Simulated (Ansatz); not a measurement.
Geometry relaxation of GeSe (part 1 of 3)

The run: geometry relaxation of GeSe (Pnma, 8 atoms in the cell). Method and program: DFT PBE+D3(BJ), scalar-relativistic, plane waves, PAW, no spin polarisation (Ansatz 0.2.0).

The structure derives from an entry of the Crystallography Open Database.

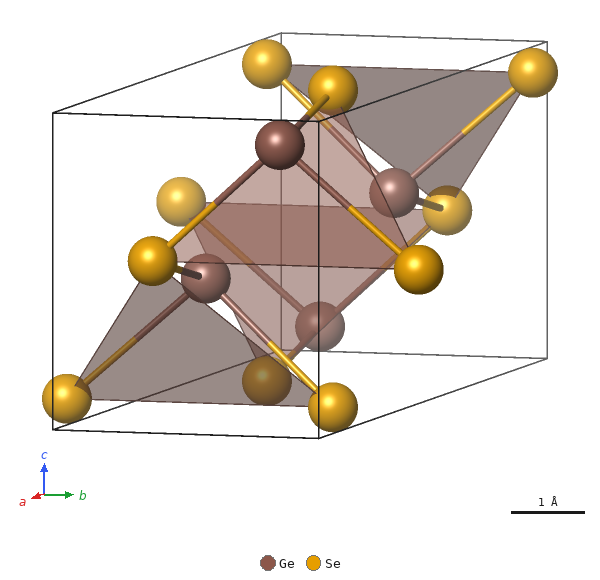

**Figure 1.** The starting structure (polyhedral view of the cell of the calculation, seen slightly off an axis; polyhedra are completed across the faces of the cell). An atom can appear more than once, as a periodic image.

**Results in brief**

```csv
quantity,value
outcome,converged
space group (tolerance 0.01 Å),Pnma (62)
electrons treated,120
free energy,−39060.9092 eV
Fermi energy,8.671 eV
gap on the k-point mesh,0.73 eV
pressure,−0.01 GPa
final volume,188.22 Å³
largest force (length of the vector) at the end,0.001 eV/Å
final cell,"a = 10.962 Å, b = 3.877 Å, c = 4.429 Å, α = 90.00°, β = 90.00°, γ = 90.00°"
hardware,"2 threads of AMD EPYC (Zen 5), 32 GiB of memory available, shared host"
wall time,95 s (CPU time 3.1 min)
peak memory,0.94 GiB
```

**Input**
```yaml
crystal:
  lattice:
    - [10.833, 0.0, 0.0]
    - [0.0, 3.8355, 0.0]
    - [0.0, 0.0, 4.3954]
  atoms:
    - { symbol: Ge, position: [0.37899, 0.75, 0.6113] }
    - { symbol: Ge, position: [0.12101, 0.25, 0.1113] }
    - { symbol: Ge, position: [0.87899, 0.75, 0.8887] }
    - { symbol: Ge, position: [0.62101, 0.25, 0.3887] }
    - { symbol: Se, position: [0.1465, 0.75, 0.4976] }
    - { symbol: Se, position: [0.3535, 0.25, 0.9976] }
    - { symbol: Se, position: [0.6465, 0.75, 0.0024] }
    - { symbol: Se, position: [0.8535, 0.25, 0.5024] }
basis:
  ecutwfc: 420
kpoints:
  mp_grid: { grid: [4, 8, 6] }
hamiltonian:
  xc: pbe
  dispersion: d3bj
scf:
  occupations: { method: gaussian, width: 0.02 }
output:
  forces: true
  stress: true
  eigenvalues: true
relax:
  adjacent_minimum: "off"
  f_tol: 0.005
  max_steps: 80
  cell: { stress_tol: 0.05 }
```

Command:
```bash
ansatz run input.yaml --threads 2 --pin off --max-ram 5120MiB --backend cpu --events-out ev --progress --plain --runs-dir out
```

**The program's output**
```
Engine: ansatz 0.2.0, x86_64-unknown-linux-gnu
Pseudopotentials: kind: paw
Pseudopotential: Ge, paw, valence charge 14, recommended cutoff 420 eV (normal), Ge.paw.azcp
Pseudopotential: Se, paw, valence charge 16, recommended cutoff 420 eV (normal), Se.paw.azcp
Functional definition: PBE
  parameter kappa = 0.804
  parameter beta = 0.06672455060314922
  exchange = pbe_x(kappa = kappa, mu = beta*pi^2/3)
  correlation = pbe_c(beta = beta)
Crystal: 8 atoms, lattice volume = 182.629 Å³
Basis set: ecut = 420 eV, 3595 PW (Γ), exchange–correlation on 150×54×60 points (8 copies of the dense FFT grid, shifted against one another)
Bands: 72, of which v1, the nominal top of the filled ones, is band 60 counted from 1 (59 counted from 0)
Symmetry: 8 space group operations
Space group: Pnma (ITA 62), of the structure as read, at distance tolerance 5.7e-5 Å
k-points: 60 of 192
Non-local potential: Ge, projectors of the file, l = 0: 2, l = 1: 2, l = 2: 3, l = 3: 1
Non-local potential: Se, projectors of the file, l = 0: 2, l = 1: 2, l = 2: 3, l = 3: 1
PAW form: soft (Blöchl's): semilocal exchange-correlation on the pseudo side does not see the compensation charge
PAW one-centre angular grid: Ge, 590 points (default); XC on 64 Gauss nodes
PAW one-centre angular grid: Se, 590 points (default); XC on 64 Gauss nodes
Initial density: superposition of atomic densities (neutral atoms: chi_scale 0, normalization atom), corrected by the library's trained network
Initial wavefunctions: pseudopotential atomic-orbital guess
Functional: x = pbe(κ = 0.804, μ = 0.2195149727645171), c = pbe(β = 0.06672455060314922)
SCF iter   1: F=—  HF=-39060.866722 eV  |F-HF|=—  |Δ(HF+E_count)|=         —  Δρ=1.41e-3  dr2=4.62e-3  ethr=1.77e-3  ⟨swp⟩=6.1  Hψ=14897  notcnv=0  defer=3
preconditioner: auto → Resta (q_TF=auto, 2.544 Å⁻¹)  ε∞=2.7  [insulator: Δε(μ)=0.662 eV  Ē_g=18.678 eV  σ=0.020 eV  W_gap=1.00  n_scr=56 (ndim 8)  ℏωp=24.6 eV  f_vac=0.001  D(μ)=0.00/eV (n_scr^D=0)  ε∞_Penn≈2.7]
SCF iter   2: F=—  HF=-39060.864818 eV  |F-HF|=—  |Δ(HF+E_count)|=   1.90e-3  Δρ=7.07e-4  dr2=9.54e-4  ethr=3.85e-6  ⟨swp⟩=2.0  Hψ=8956  notcnv=0  defer=335
SCF iter   3: F=—  HF=-39060.865208 eV  |F-HF|=—  |Δ(HF+E_count)|=   3.89e-4  Δρ=1.94e-4  dr2=5.24e-5  ethr=7.95e-7  ⟨swp⟩=2.0  Hψ=7628  notcnv=0  defer=335
SCF iter   4: F=—  HF=-39060.865133 eV  |F-HF|=—  |Δ(HF+E_count)|=   7.49e-5  Δρ=8.41e-5  dr2=1.05e-5  ethr=4.36e-8  ⟨swp⟩=2.0  Hψ=7583  notcnv=0  defer=335
SCF iter   5: F=—  HF=-39060.865142 eV  |F-HF|=—  |Δ(HF+E_count)|=   9.44e-6  Δρ=1.51e-5  dr2=4.59e-7  ethr=8.74e-9  ⟨swp⟩=2.3  Hψ=6891  notcnv=0  defer=335
SCF iter   6: F=-39060.865142 eV  HF=-39060.865142 eV  |F-HF|=1.53e-8  |Δ(HF+E_count)|=   1.78e-7  Δρ=5.04e-6  dr2=4.20e-8  ethr=8.33e-11  ⟨swp⟩=7.9  Hψ=18540  notcnv=0
WARN: dispersion: an atom stands within reach of a switch of its C6 between two reference coordination numbers of its element: through that C6 alone, e_disp changes by 0.025 eV or more while the distances to its neighbours run over a stretch of 0.05 Å that contains this geometry (sites counted from 0 in the run's list of atoms or, in a supercell that it derives, in that cell's: here a list of 8) — site 0 (Ge): coordination number 3.372 (about 3.16 to 3.59 with every neighbour 0.05 Å farther or nearer), switch near 3.408 between the references 2.919 (weight 0.57) and 3.897 (weight 0.43), e_disp changing by some 0.03 eV; site 1 (Ge): coordination number 3.372 (about 3.16 to 3.59 with every neighbour 0.05 Å farther or nearer), switch near 3.408 between the references 2.919 (weight 0.57) and 3.897 (weight 0.43), e_disp changing by some 0.03 eV; site 2 (Ge): coordination number 3.372 (about 3.16 to 3.59 with every neighbour 0.05 Å farther or nearer), switch near 3.408 between the references 2.919 (weight 0.57) and 3.897 (weight 0.43), e_disp changing by some 0.03 eV; site 3 (Ge): coordination number 3.372 (about 3.16 to 3.59 with every neighbour 0.05 Å farther or nearer), switch near 3.408 between the references 2.919 (weight 0.57) and 3.897 (weight 0.43), e_disp changing by some 0.03 eV; some 0.13 eV in sum. This is how the published method behaves, and the energy and the forces stay consistent. Where you compare this geometry's total energy with another's, compare their components.e_disp too, and, where the geometries are yours to choose, keep both on one side of the switch, which a site's coordination number tells: a relaxation that ends in reach of it can search the other side under relax.adjacent_minimum: search, except where no move that the cell, the constraints and the symmetry allow carries the atom there
SCF 1 converged in 6 iterations: F = -39060.865142 eV  dr2 = 4.20e-8
  greatest PAW one-centre occupation: 1.000 electrons in one spin orbital (limit 2), on the Se atom at site 6 (counted from 0), in its partial waves of l = 2
relax step   1: F+E_penalty+E_count = -39060.86514228 eV  Δ(F+E_penalty+E_count) = +0.000e0 eV  max|allowed force component| = 9.062e-2 eV/Å  Δτ_max = 0.0000 Å  P = +2.446 GPa  Ω = 182.629 Å³  (6 SCF iters, dr2 threshold 1.00e-7 eV, accepted)
Crystal: 8 atoms, lattice volume = 205.502 Å³
Basis set: ecut = 420 eV, 4047 PW (Γ), exchange–correlation on 150×54×60 points (8 copies of the dense FFT grid, shifted against one another)
Initial density: handed on by an earlier stage of this run
Initial wavefunctions: those handed on with the density
iter 1 solved again at ethr=1.44e-4 eV; its pass at ethr=3.10e-3 eV (dr2=1.73e-1 eV) is discarded
SCF iter   1: F=—  HF=-39060.740049 eV  |F-HF|=—  |Δ(HF+E_count)|=         —  Δρ=8.12e-3  dr2=1.72e-1  ethr=1.44e-4  ⟨swp⟩=2.2  Hψ=23776  notcnv=0
preconditioner: auto → Resta (q_TF=auto, 2.494 Å⁻¹)  ε∞=4.3  [insulator: Δε(μ)=1.146 eV  Ē_g=8.961 eV  σ=0.020 eV  W_gap=1.00  n_scr=56 (ndim 8)  ℏωp=16.4 eV  f_vac=0.019  D(μ)=0.00/eV (n_scr^D=0)  ε∞_Penn≈4.3]
SCF iter   2: F=—  HF=-39060.704683 eV  |F-HF|=—  |Δ(HF+E_count)|=   3.54e-2  Δρ=3.78e-3  dr2=3.02e-2  ethr=1.43e-4  ⟨swp⟩=3.0  Hψ=5891  notcnv=0
SCF iter   3: F=—  HF=-39060.701634 eV  |F-HF|=—  |Δ(HF+E_count)|=   3.05e-3  Δρ=9.14e-4  dr2=1.73e-3  ethr=2.51e-5  ⟨swp⟩=4.0  Hψ=9321  notcnv=0
SCF iter   4: F=—  HF=-39060.701839 eV  |F-HF|=—  |Δ(HF+E_count)|=   2.05e-4  Δρ=4.01e-4  dr2=4.41e-4  ethr=1.44e-6  ⟨swp⟩=2.0  Hψ=8063  notcnv=0
SCF iter   5: F=—  HF=-39060.701919 eV  |F-HF|=—  |Δ(HF+E_count)|=   7.98e-5  Δρ=1.03e-4  dr2=4.14e-5  ethr=3.68e-7  ⟨swp⟩=3.0  Hψ=7920  notcnv=0
SCF iter   6: F=—  HF=-39060.701929 eV  |F-HF|=—  |Δ(HF+E_count)|=   9.46e-6  Δρ=4.99e-5  dr2=4.35e-6  ethr=3.45e-8  ⟨swp⟩=2.0  Hψ=6720  notcnv=0
SCF iter   7: F=-39060.701930 eV  HF=-39060.701930 eV  |F-HF|=1.72e-7  |Δ(HF+E_count)|=   1.15e-6  Δρ=1.84e-5  dr2=7.60e-7  ethr=6.67e-10  ⟨swp⟩=7.1  Hψ=20128  notcnv=0
SCF 2 converged in 7 iterations: F = -39060.701930 eV  dr2 = 7.60e-7
[... from here on the iterations of each SCF are left out, up to the last one ...]
relax step   2: F+E_penalty+E_count = -39060.70193007 eV  Δ(F+E_penalty+E_count) = +1.632e-1 eV  max|allowed force component| = 1.341e-1 eV/Å  Δτ_max = 0.1138 Å  P = -2.557 GPa  Ω = 205.502 Å³  energy of the carried Pulay correction = -2.660e-3 eV  (7 SCF iters, dr2 threshold 8.00e-7 eV, rejected (line search))
Crystal: 8 atoms, lattice volume = 191.672 Å³
Basis set: ecut = 420 eV, 3747 PW (Γ), exchange–correlation on 150×54×60 points (8 copies of the dense FFT grid, shifted against one another)
preconditioner: auto → Resta (q_TF=auto, 2.523 Å⁻¹)  ε∞=4.5  [insulator: Δε(μ)=0.802 eV  Ē_g=9.108 eV  σ=0.020 eV  W_gap=1.00  n_scr=56 (ndim 8)  ℏωp=17.0 eV  f_vac=0.002  D(μ)=0.00/eV (n_scr^D=0)  ε∞_Penn≈4.5]
SCF 3 converged in 10 iterations: F = -39060.890721 eV  dr2 = 2.79e-11
relax step   3: F+E_penalty+E_count = -39060.89072076 eV  Δ(F+E_penalty+E_count) = -2.558e-2 eV  max|allowed force component| = 9.263e-2 eV/Å  Δτ_max = 0.0541 Å  P = -0.565 GPa  Ω = 191.672 Å³  energy of the carried Pulay correction = -1.090e-3 eV  (10 SCF iters, accepted)
Crystal: 8 atoms, lattice volume = 188.781 Å³
Basis set: ecut = 420 eV, 3711 PW (Γ), exchange–correlation on 150×54×60 points (8 copies of the dense FFT grid, shifted against one another)
preconditioner: auto → Resta (q_TF=auto, 2.530 Å⁻¹)  ε∞=4.5  [insulator: Δε(μ)=0.785 eV  Ē_g=9.162 eV  σ=0.020 eV  W_gap=1.00  n_scr=56 (ndim 8)  ℏωp=17.1 eV  f_vac=0.002  D(μ)=0.00/eV (n_scr^D=0)  ε∞_Penn≈4.5]
WARN: dispersion: an atom stands within reach of a switch of its C6 between two reference coordination numbers of its element: through that C6 alone, e_disp changes by 0.025 eV or more while the distances to its neighbours run over a stretch of 0.05 Å that contains this geometry (sites counted from 0 in the run's list of atoms or, in a supercell that it derives, in that cell's: here a list of 8) — site 0 (Ge): coordination number 3.225 (about 3.03 to 3.42 with every neighbour 0.05 Å farther or nearer), switch near 3.408 between the references 2.919 (weight 0.81) and 3.897 (weight 0.19), e_disp changing by some 0.03 eV; site 1 (Ge): coordination number 3.225 (about 3.03 to 3.42 with every neighbour 0.05 Å farther or nearer), switch near 3.408 between the references 2.919 (weight 0.81) and 3.897 (weight 0.19), e_disp changing by some 0.03 eV; site 2 (Ge): coordination number 3.225 (about 3.03 to 3.42 with every neighbour 0.05 Å farther or nearer), switch near 3.408 between the references 2.919 (weight 0.81) and 3.897 (weight 0.19), e_disp changing by some 0.03 eV; site 3 (Ge): coordination number 3.225 (about 3.03 to 3.42 with every neighbour 0.05 Å farther or nearer), switch near 3.408 between the references 2.919 (weight 0.81) and 3.897 (weight 0.19), e_disp changing by some 0.03 eV; some 0.11 eV in sum. This is how the published method behaves, and the energy and the forces stay consistent. Where you compare this geometry's total energy with another's, compare their components.e_disp too, and, where the geometries are yours to choose, keep both on one side of the switch, which a site's coordination number tells: a relaxation that ends in reach of it can search the other side under relax.adjacent_minimum: search, except where no move that the cell, the constraints and the symmetry allow carries the atom there
SCF 4 converged in 5 iterations: F = -39060.903790 eV  dr2 = 4.04e-7
relax step   4: F+E_penalty+E_count = -39060.90378990 eV  Δ(F+E_penalty+E_count) = -1.307e-2 eV  max|allowed force component| = 7.450e-2 eV/Å  Δτ_max = 0.0198 Å  P = +0.162 GPa  Ω = 188.781 Å³  energy of the carried Pulay correction = -7.475e-4 eV  (5 SCF iters, dr2 threshold 8.00e-7 eV, accepted)
Crystal: 8 atoms, lattice volume = 188.856 Å³
preconditioner: auto → Resta (q_TF=auto, 2.530 Å⁻¹)  ε∞=4.5  [insulator: Δε(μ)=0.781 eV  Ē_g=9.145 eV  σ=0.020 eV  W_gap=1.00  n_scr=56 (ndim 8)  ℏωp=17.1 eV  f_vac=0.002  D(μ)=0.00/eV (n_scr^D=0)  ε∞_Penn≈4.5]
WARN: dispersion: an atom stands within reach of a switch of its C6 between two reference coordination numbers of its element: through that C6 alone, e_disp changes by 0.025 eV or more while the distances to its neighbours run over a stretch of 0.05 Å that contains this geometry (sites counted from 0 in the run's list of atoms or, in a supercell that it derives, in that cell's: here a list of 8) — site 0 (Ge): coordination number 3.222 (about 3.02 to 3.43 with every neighbour 0.05 Å farther or nearer), switch near 3.408 between the references 2.919 (weight 0.81) and 3.897 (weight 0.19), e_disp changing by some 0.03 eV; site 1 (Ge): coordination number 3.222 (about 3.02 to 3.43 with every neighbour 0.05 Å farther or nearer), switch near 3.408 between the references 2.919 (weight 0.81) and 3.897 (weight 0.19), e_disp changing by some 0.03 eV; site 2 (Ge): coordination number 3.222 (about 3.02 to 3.43 with every neighbour 0.05 Å farther or nearer), switch near 3.408 between the references 2.919 (weight 0.81) and 3.897 (weight 0.19), e_disp changing by some 0.03 eV; site 3 (Ge): coordination number 3.222 (about 3.02 to 3.43 with every neighbour 0.05 Å farther or nearer), switch near 3.408 between the references 2.919 (weight 0.81) and 3.897 (weight 0.19), e_disp changing by some 0.03 eV; some 0.11 eV in sum. This is how the published method behaves, and the energy and the forces stay consistent. Where you compare this geometry's total energy with another's, compare their components.e_disp too, and, where the geometries are yours to choose, keep both on one side of the switch, which a site's coordination number tells: a relaxation that ends in reach of it can search the other side under relax.adjacent_minimum: search, except where no move that the cell, the constraints and the symmetry allow carries the atom there
SCF 5 converged in 5 iterations: F = -39060.905406 eV  dr2 = 2.62e-7
relax step   5: F+E_penalty+E_count = -39060.90540563 eV  Δ(F+E_penalty+E_count) = -1.616e-3 eV  max|allowed force component| = 6.419e-2 eV/Å  Δτ_max = 0.0256 Å  P = -0.079 GPa  Ω = 188.856 Å³  energy of the carried Pulay correction = -7.565e-4 eV  (5 SCF iters, dr2 threshold 3.47e-7 eV, accepted)
```
